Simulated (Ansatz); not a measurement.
System: TiC, space group Fm-3m (No. 225).

The given structure:
```
CELL_PARAMETERS angstrom
0.00000 2.16400 2.16400
2.16400 0.00000 2.16400
2.16400 2.16400 0.00000
ATOMIC_POSITIONS crystal
Ti 0.00000 0.00000 0.00000
C 0.50000 0.50000 0.50000
```

Method: biaxial strain in the xy plane and strain along z of a crystal, fractional coordinates fixed, by plane-wave density functional theory with PAW datasets, free energies less that of the undisturbed cell (Ansatz 0.2.0). Level: PBE, no spin polarisation.

| setting | value |
| --- | --- |
| wave cutoff | 420 eV |
| k mesh | 18×18×18 |
| occupations | Gaussian |
| smearing width | 0.15 eV |
| k shift | (0, 0, 0) (mesh steps) |
| start | as given |

What does the calculation give for the map of the energy change over strain zz and strain xx = yy? The grid: strain zz −0.03, −0.015, 0, 0.015, 0.03 ; strain xx = yy −0.03, −0.015, 0, 0.015, 0.03.

At the origin the energy is lower than all eight neighbouring grid points, so a minimum lies at or close to the given structure. The energy change is least, 0.00 meV/atom, at strain zz of 0 and strain xx = yy of 0, and largest, 76.10 meV/atom, at strain zz of −0.03 and strain xx = yy of −0.03. Near the origin the softest direction lies along strain zz, turned by about 16° so that strain xx = yy takes the opposite sign; the curvature across the valley is 3.0 times that along it.

Energy change (meV/atom); rows strain xx = yy, columns strain zz:
|  | −0.03 | −0.015 | 0 | 0.015 | 0.03 |
| --- | --- | --- | --- | --- | --- |
| −0.03 | 76.10 | 55.39 | 43.56 | 39.30 | 41.47 |
| −0.015 | 36.50 | 19.48 | 11.22 | 10.43 | 15.95 |
| 0 | 18.13 | 4.72 | 0.00 | 2.65 | 11.50 |
| 0.015 | 18.13 | 8.24 | 6.98 | 13.02 | 25.18 |
| 0.03 | 33.93 | 27.48 | 29.60 | 38.96 | 54.38 |

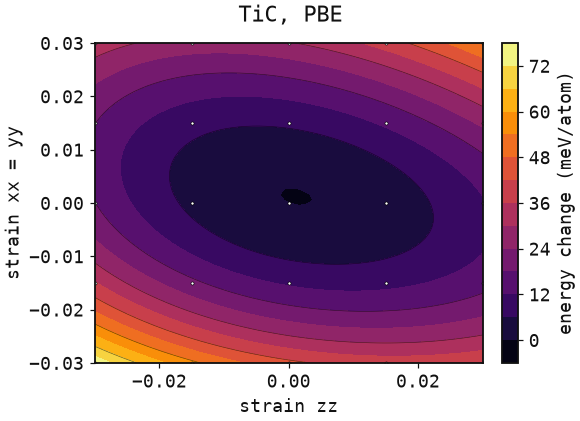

Limits of the calculation: reference crystal is not relaxed.
